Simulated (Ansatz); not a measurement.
Ta$_{16}$H$_{3}$N$_{17}$: geometry relaxation (part 4 of 4)

Ta$_{16}$H$_{3}$N$_{17}$ (slab, 36 atoms in the cell); DFT PBE, scalar-relativistic, plane waves, PAW, no spin polarisation (Ansatz 0.2.0); cutoff 420 eV, 4×3×1 k-mesh, Gaussian smearing of 0.1 eV. The structure derives from an entry of the Crystallography Open Database. The input holds or restrains some coordinates. Forces given for the steps count only the free coordinates. It belongs to a series of runs on one base structure; here: 1 NH3 a cell, tilted, over a top N site.

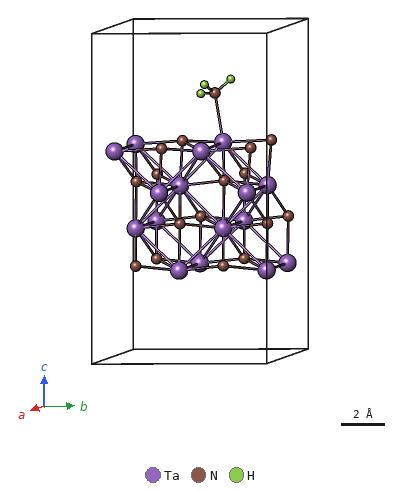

The geometry at step 31 of the log (ball-and-stick view of the cell of the calculation, with the vacuum cut short, seen slightly off an axis).

**Trajectory as extended XYZ, continued**
```
36
Lattice="5.9004 0.0000 0.0000 -2.9502 7.7265 0.0000 0.0000 0.0000 25.1748" Properties=species:S:1:pos:R:3:forces:R:3 step=16 energy=-165511.92597
Ta   -1.4751    7.2030    8.0000    0.0043   0.2447   0.5014
Ta    0.0000    3.3397    8.0000    0.0042   0.2489   0.5099
Ta    1.4751    7.2030    8.0000    0.0040   0.2413   0.4988
Ta    2.9502    3.3397    8.0000    0.0044   0.2489   0.5077
N     2.9502    5.5529    8.3194   -0.0025  -0.4938   0.4869
N     4.4253    1.6897    8.3194   -0.0036  -0.4914   0.4943
N     0.0000    5.5529    8.3194   -0.0041  -0.4928   0.4851
N     1.4751    1.6897    8.3194   -0.0022  -0.4919   0.4884
Ta   -1.4751    5.0294    9.9164    0.0008   0.1670  -0.5764
Ta    0.0000    1.1661    9.9164    0.0045   0.2097  -0.5259
Ta    1.4751    5.0294    9.9164    0.0052   0.1671  -0.5782
Ta    2.9502    1.1661    9.9164    0.0017   0.2125  -0.5268
N     2.9502    3.3794   10.2358   -0.0029   0.0489  -0.4228
N     1.4751    7.2426   10.2358    0.0005   0.0591  -0.4599
N     0.0000    3.3794   10.2358    0.0011   0.0482  -0.4225
N    -1.4751    7.2426   10.2358   -0.0023   0.0587  -0.4600
Ta    4.4260    2.8696   11.8527    0.0003   0.0059   0.0166
Ta    2.9514    6.7323   11.8464    0.0012   0.0022  -0.0029
Ta    1.4762    2.8691   11.8523   -0.0009   0.0053   0.0138
Ta    0.0001    6.7327   11.8460   -0.0016   0.0068  -0.0035
N     2.9509    1.2091   12.1632   -0.0014  -0.0015   0.0025
N     1.4770    5.0728   12.1575    0.0001   0.0023   0.0007
N     0.0014    1.2089   12.1631    0.0026  -0.0002   0.0007
N    -1.4744    5.0737   12.1572    0.0018   0.0007   0.0012
Ta    4.4261    0.6158   13.7331   -0.0025   0.0075  -0.0071
Ta    2.9504    4.4990   13.7330    0.0028  -0.0073  -0.0052
Ta    1.4753    0.6203   13.7342    0.0040  -0.0041  -0.0032
Ta    0.0028    4.5011   13.7273   -0.0071  -0.0043   0.0104
N     0.0012    6.8855   13.9917   -0.0039  -0.0020   0.0013
N     1.4748    3.0454   13.9992    0.0020  -0.0055   0.0048
N     2.9504    6.8851   13.9918    0.0032  -0.0030   0.0020
N     4.4277    3.0408   13.9952   -0.0053   0.0018  -0.0271
N     4.6746    3.1266   17.2710    0.0349  -0.1116   0.0757
H     4.6236    2.7365   16.3234   -0.0062   0.0123   0.0204
H     5.6639    3.1104   17.5378   -0.1066  -0.0124  -0.0156
H     4.2006    2.4614   17.8913    0.0697   0.1219  -0.0854
36
Lattice="5.9004 0.0000 0.0000 -2.9502 7.7265 0.0000 0.0000 0.0000 25.1748" Properties=species:S:1:pos:R:3:forces:R:3 step=23 energy=-165512.03597
Ta   -1.4751    7.2030    8.0000    0.0051   0.2404   0.5028
Ta    0.0000    3.3397    8.0000    0.0066   0.2468   0.5027
Ta    1.4751    7.2030    8.0000    0.0049   0.2374   0.4980
Ta    2.9502    3.3397    8.0000    0.0059   0.2519   0.5182
N     2.9502    5.5529    8.3194   -0.0030  -0.4954   0.4793
N     4.4253    1.6897    8.3194   -0.0013  -0.4895   0.4947
N     0.0000    5.5529    8.3194   -0.0047  -0.4964   0.4930
N     1.4751    1.6897    8.3194   -0.0074  -0.4869   0.4877
Ta   -1.4751    5.0294    9.9164    0.0039   0.1448  -0.5658
Ta    0.0000    1.1661    9.9164   -0.0068   0.1868  -0.5153
Ta    1.4751    5.0294    9.9164   -0.0354   0.1306  -0.5522
Ta    2.9502    1.1661    9.9164   -0.0213   0.1786  -0.5102
N     2.9502    3.3794   10.2358   -0.0345   0.0416  -0.4204
N     1.4751    7.2426   10.2358   -0.0254   0.0409  -0.4540
N     0.0000    3.3794   10.2358   -0.0077   0.0503  -0.4141
N    -1.4751    7.2426   10.2358   -0.0070   0.0404  -0.4533
Ta    4.4233    2.8673   11.8508    0.0065   0.0433   0.0381
Ta    2.9482    6.7292   11.8453    0.0012   0.0063   0.0149
Ta    1.4693    2.8665   11.8541   -0.0088   0.0612   0.0351
Ta   -0.0034    6.7286   11.8476    0.0003  -0.0049   0.0246
N     2.9464    1.2048   12.1615   -0.0031   0.0049  -0.0083
N     1.4676    5.0689   12.1636    0.0003   0.0108   0.0042
N    -0.0022    1.2051   12.1625    0.0020   0.0029  -0.0049
N    -1.4762    5.0704   12.1617   -0.0012   0.0078   0.0078
Ta    4.4208    0.6134   13.7329    0.0002  -0.0162  -0.0071
Ta    2.9403    4.4916   13.7237   -0.0120  -0.0376  -0.0573
Ta    1.4689    0.6172   13.7363   -0.0027  -0.0075  -0.0026
Ta   -0.0101    4.4991   13.7568    0.0044  -0.0251   0.0385
N    -0.0052    6.8840   13.9958   -0.0014   0.0108   0.0085
N     1.4685    3.0383   14.0017    0.0102  -0.0186  -0.0184
N     2.9443    6.8833   13.9910    0.0000   0.0104   0.0075
N     4.4085    3.0256   13.9819   -0.0160  -0.0180  -0.0198
N     5.1962    3.4549   16.8900   -0.1047  -0.0865   0.1036
H     4.8445    2.8164   16.1641    0.0301   0.0881   0.0537
H     5.9483    2.9570   17.3761   -0.0349   0.0976  -0.0583
H     4.4367    3.5714   17.5770    0.2574   0.0475  -0.2495
36
Lattice="5.9004 0.0000 0.0000 -2.9502 7.7265 0.0000 0.0000 0.0000 25.1748" Properties=species:S:1:pos:R:3:forces:R:3 step=31 energy=-165512.74853
Ta   -1.4751    7.2030    8.0000    0.0100   0.2399   0.5110
Ta    0.0000    3.3397    8.0000    0.0073   0.2323   0.4775
Ta    1.4751    7.2030    8.0000    0.0004   0.2375   0.5001
Ta    2.9502    3.3397    8.0000    0.0070   0.2596   0.5312
N     2.9502    5.5529    8.3194   -0.0006  -0.5020   0.4831
N     4.4253    1.6897    8.3194    0.0017  -0.4793   0.4808
N     0.0000    5.5529    8.3194   -0.0060  -0.4950   0.5074
N     1.4751    1.6897    8.3194   -0.0110  -0.4745   0.4738
Ta   -1.4751    5.0294    9.9164    0.0297   0.1480  -0.4559
Ta    0.0000    1.1661    9.9164   -0.0201   0.0987  -0.6221
Ta    1.4751    5.0294    9.9164   -0.0809   0.1317  -0.4501
Ta    2.9502    1.1661    9.9164   -0.0377   0.0876  -0.5688
N     2.9502    3.3794   10.2358   -0.0499   0.0329  -0.4920
N     1.4751    7.2426   10.2358   -0.0504   0.0082  -0.4362
N     0.0000    3.3794   10.2358   -0.0230   0.0769  -0.4548
N    -1.4751    7.2426   10.2358   -0.0048   0.0025  -0.4354
Ta    4.4271    2.8586   11.8419   -0.1146   0.2460   0.0411
Ta    2.9453    6.7301   11.8485    0.0067  -0.2218   0.0264
Ta    1.4581    2.8588   11.8461    0.1205   0.2713   0.0536
Ta   -0.0057    6.7267   11.8564   -0.0014  -0.1449   0.0110
N     2.9423    1.1958   12.1436    0.0020   0.0528   0.0153
N     1.4635    5.0678   12.1763    0.0184  -0.0171   0.0200
N    -0.0053    1.1997   12.1478   -0.0015   0.0383  -0.0004
N    -1.4766    5.0679   12.1780   -0.0231  -0.0191   0.0090
Ta    4.4184    0.6281   13.7290   -0.0312  -0.0037   0.1022
Ta    2.9324    4.4467   13.7175   -0.0067  -0.0981  -0.2745
Ta    1.4595    0.6329   13.7313    0.0366  -0.0116   0.1004
Ta   -0.0171    4.4977   13.8066    0.0111  -0.0400  -0.1215
N    -0.0105    6.9125   14.0138   -0.0017  -0.0064   0.0142
N     1.4680    2.9831   13.9860    0.0703   0.0201  -0.0594
N     2.9390    6.9187   13.9920    0.0076  -0.0356   0.0656
N     4.3853    2.9650   13.9583   -0.0408   0.0440  -0.0212
N     5.6914    4.0168   16.1076   -0.0619  -0.0571   0.2017
H     5.1806    3.1258   15.9779    0.1457   0.2167   0.0252
H     6.5657    3.8003   16.5961    0.0051   0.0972  -0.1364
H     5.1276    4.6113   16.7223    0.0866   0.0637  -0.1211
36
Lattice="5.9004 0.0000 0.0000 -2.9502 7.7265 0.0000 0.0000 0.0000 25.1748" Properties=species:S:1:pos:R:3:forces:R:3 step=38 energy=-165512.88326
Ta   -1.4751    7.2030    8.0000    0.0071   0.2389   0.5043
Ta    0.0000    3.3397    8.0000    0.0014   0.2344   0.4734
Ta    1.4751    7.2030    8.0000   -0.0016   0.2412   0.4956
Ta    2.9502    3.3397    8.0000    0.0055   0.2569   0.5279
N     2.9502    5.5529    8.3194    0.0004  -0.5016   0.4820
N     4.4253    1.6897    8.3194    0.0092  -0.4839   0.4919
N     0.0000    5.5529    8.3194   -0.0029  -0.5010   0.5106
N     1.4751    1.6897    8.3194   -0.0113  -0.4822   0.4876
Ta   -1.4751    5.0294    9.9164    0.0557   0.2096  -0.5337
Ta    0.0000    1.1661    9.9164    0.0007   0.1653  -0.5243
Ta    1.4751    5.0294    9.9164   -0.0551   0.2084  -0.5382
Ta    2.9502    1.1661    9.9164    0.0022   0.1870  -0.5378
N     2.9502    3.3794   10.2358   -0.0037   0.0583  -0.5079
N     1.4751    7.2426   10.2358   -0.0015   0.0369  -0.4310
N     0.0000    3.3794   10.2358   -0.0032   0.1060  -0.4655
N    -1.4751    7.2426   10.2358   -0.0020   0.0330  -0.4345
Ta    4.4328    2.8715   11.8470    0.0042   0.0021   0.0049
Ta    2.9505    6.7317   11.8523    0.0000  -0.0040  -0.0018
Ta    1.4683    2.8717   11.8470   -0.0066   0.0001  -0.0021
Ta    0.0007    6.7344   11.8508   -0.0015  -0.0062   0.0031
N     2.9508    1.2072   12.1518    0.0006  -0.0013  -0.0009
N     1.4714    5.0744   12.1655    0.0005   0.0003   0.0013
N     0.0006    1.2099   12.1558    0.0011  -0.0044  -0.0004
N    -1.4692    5.0749   12.1662    0.0025   0.0006   0.0016
Ta    4.4287    0.6416   13.7362   -0.0028   0.0005   0.0023
Ta    2.9499    4.4476   13.7089    0.0002   0.0047  -0.0063
Ta    1.4705    0.6410   13.7352    0.0021  -0.0017   0.0040
Ta    0.0001    4.5421   13.7724    0.0018  -0.0010  -0.0036
N     0.0004    6.9118   14.0084   -0.0016   0.0082  -0.0024
N     1.4863    3.0092   13.9836   -0.0003  -0.0013   0.0014
N     2.9493    6.9217   14.0030    0.0021   0.0035  -0.0031
N     4.4097    3.0050   13.9807   -0.0014  -0.0067   0.0014
N     5.8418    4.5514   16.0732   -0.0012   0.0017   0.0151
H     5.3402    3.7120   16.3771   -0.0010   0.0148  -0.0029
H     6.7883    4.5244   16.4606   -0.0016   0.0010  -0.0044
H     5.3727    5.3873   16.4288    0.0021  -0.0179  -0.0079
```

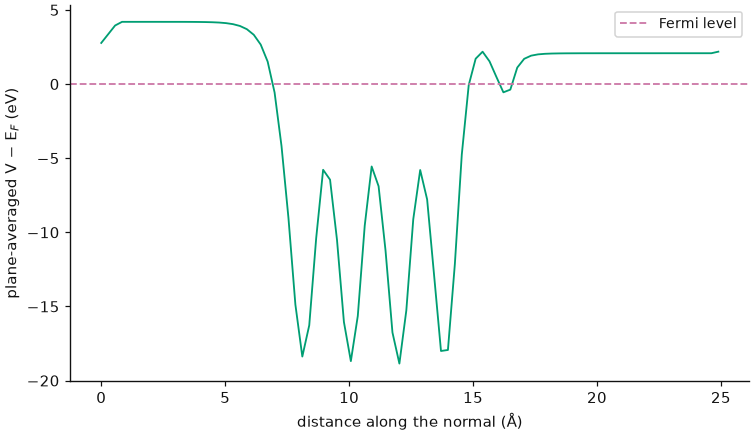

Plane average of the electrostatic potential energy of an electron across the cell, from the Fermi level. The vacuum level lies 2.08 eV above the Fermi level on the upper side and 4.20 eV on the lower.

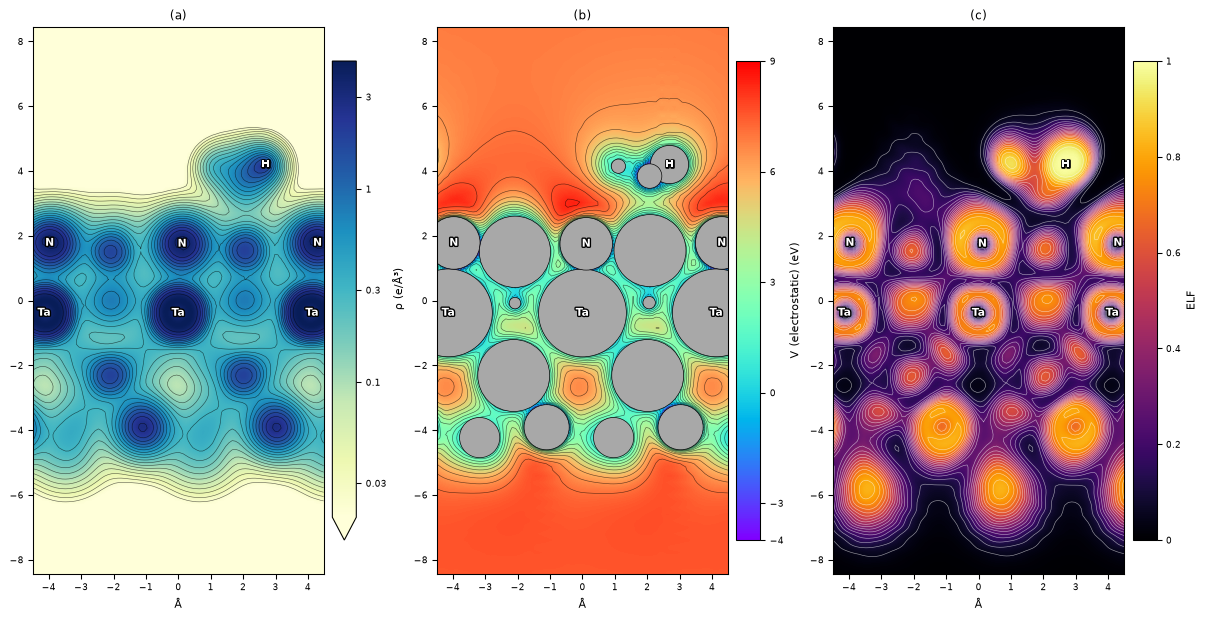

(a) valence electron density; (b) electrostatic potential energy of an electron; (c) electron localisation function on the (11̄0) plane of the calculation cell, a cut from vacuum to vacuum. Grey discs, where drawn, cover atomic cores. Ta–N (2.14 Å): ρ is about 0.67 e/Å³ halfway; the ELF is about 0.25 at the midpoint; no shared pair; the contact is polar. The density dies away to nearly zero in the vacuum. The strong features right at Ta lie inside the PAW spheres (semicore, d or f shells) and say nothing about bonding. In a PAW calculation such maps are meaningful between the atoms, not at the nuclei.

The run was set up as follows.

**Input**
```yaml
crystal:
  lattice:
    - [5.9003693593, 0.0, 0.0]
    - [-2.9501846797, 7.7265186178, 0.0]
    - [0.0, 0.0, 25.1747554068]
  atoms:
    - { symbol: Ta, position: [0.216119371, 0.9322387421, 0.3177786585] }
    - { symbol: Ta, position: [0.216119371, 0.4322387421, 0.3177786585] }
    - { symbol: Ta, position: [0.716119371, 0.9322387421, 0.3177786585] }
    - { symbol: Ta, position: [0.716119371, 0.4322387421, 0.3177786585] }
    - { symbol: "N", position: [0.8593432452, 0.7186864905, 0.3304660872] }
    - { symbol: "N", position: [0.8593432452, 0.2186864905, 0.3304660872] }
    - { symbol: "N", position: [0.3593432452, 0.7186864905, 0.3304660872] }
    - { symbol: "N", position: [0.3593432452, 0.2186864905, 0.3304660872] }
    - { symbol: Ta, position: [0.0754626162, 0.6509252325, 0.3939032311] }
    - { symbol: Ta, position: [0.0754626162, 0.1509252325, 0.3939032311] }
    - { symbol: Ta, position: [0.5754626162, 0.6509252325, 0.3939032311] }
    - { symbol: Ta, position: [0.5754626162, 0.1509252325, 0.3939032311] }
    - { symbol: "N", position: [0.7186864905, 0.437372981, 0.4065906599] }
    - { symbol: "N", position: [0.7186864905, 0.937372981, 0.4065906599] }
    - { symbol: "N", position: [0.2186864905, 0.437372981, 0.4065906599] }
    - { symbol: "N", position: [0.2186864905, 0.937372981, 0.4065906599] }
    - { symbol: Ta, position: [0.9357497844, 0.3713859987, 0.4706862767] }
    - { symbol: Ta, position: [0.9357497844, 0.8713859987, 0.4706862767] }
    - { symbol: Ta, position: [0.4357497844, 0.3713859987, 0.4706862767] }
    - { symbol: Ta, position: [0.4357497844, 0.8713859987, 0.4706862767] }
    - { symbol: "N", position: [0.5784585096, 0.1566958803, 0.4830153309] }
    - { symbol: "N", position: [0.5784585096, 0.6566958803, 0.4830153309] }
    - { symbol: "N", position: [0.0784585096, 0.1566958803, 0.4830153309] }
    - { symbol: "N", position: [0.0784585096, 0.6566958803, 0.4830153309] }
    - { symbol: Ta, position: [0.7905878716, 0.0810917293, 0.5454614798] }
    - { symbol: Ta, position: [0.7905878716, 0.5810917293, 0.5454614798] }
    - { symbol: Ta, position: [0.2905878716, 0.0810917293, 0.5454614798] }
    - { symbol: Ta, position: [0.2905878716, 0.5810917293, 0.5454614798] }
    - { symbol: "N", position: [0.4464326971, 0.8928079247, 0.5559419408] }
    - { symbol: "N", position: [0.4464326971, 0.3928079247, 0.5559419408] }
    - { symbol: "N", position: [0.9464326971, 0.8928079247, 0.5559419408] }
    - { symbol: "N", position: [0.9464326971, 0.3928079247, 0.5559419408] }
    - { symbol: "N", position: [0.9957474483, 0.3787139808, 0.6911607322] }
    - { symbol: H, position: [0.9464326971, 0.3928079247, 0.652069985] }
    - { symbol: H, position: [1.173903541, 0.4644158008, 0.6960068568] }
    - { symbol: H, position: [1.0002611181, 0.2539723468, 0.6942749631] }
basis:
  ecutwfc: 420
kpoints:
  mp_grid: { grid: [4, 3, 1] }
hamiltonian:
  xc: pbe
scf:
  occupations: { method: gaussian, width: 0.1 }
output:
  forces: true
  eigenvalues: true
  write_density: true
  write_potential: true
  elf: true
  volumetric_format: npy
relax:
  adjacent_minimum: "off"
  f_tol: 0.04
  max_steps: 100
  constraints: [{ sites: [0, 1, 2, 3, 4, 5, 6, 7, 8, 9, 10, 11, 12, 13, 14, 15] }]
efield:
  axis: 3
  dipole_correction: true
  ramp_width: 0.04
```

Launch command:
```bash
ansatz run input.yaml --threads 4 --pin off --max-ram 10240MiB --backend cpu --events-out ev --progress --plain --runs-dir out
```

**Results in brief**

| quantity | value |
| --- | --- |
| outcome | converged under the restraints of the input |
| electrons treated | 296 |
| free energy | −165512.8833 eV |
| work function, top face | 2.08 eV |
| work function, bottom face | 4.20 eV |
| Fermi energy | 4.138 eV |
| gap on the k-point mesh | none (metallic) |
| final volume | 1147.70 Å³ |
| work function (upper face) | 2.08 eV |
| largest force (length of the vector) at the end, held atoms and coordinates included | 0.715 eV/Å |
| hardware | 4 threads of Arm Neoverse V2, 24 GiB of memory available, shared host |
| wall time | 40 min (CPU time 2.7 h) |
| peak memory | 4.2 GiB |

**Remarks**

Warnings of the run: the exchange-correlation potential is rough where the density is thin. Spin–orbit coupling is left out, which matters for Ta.
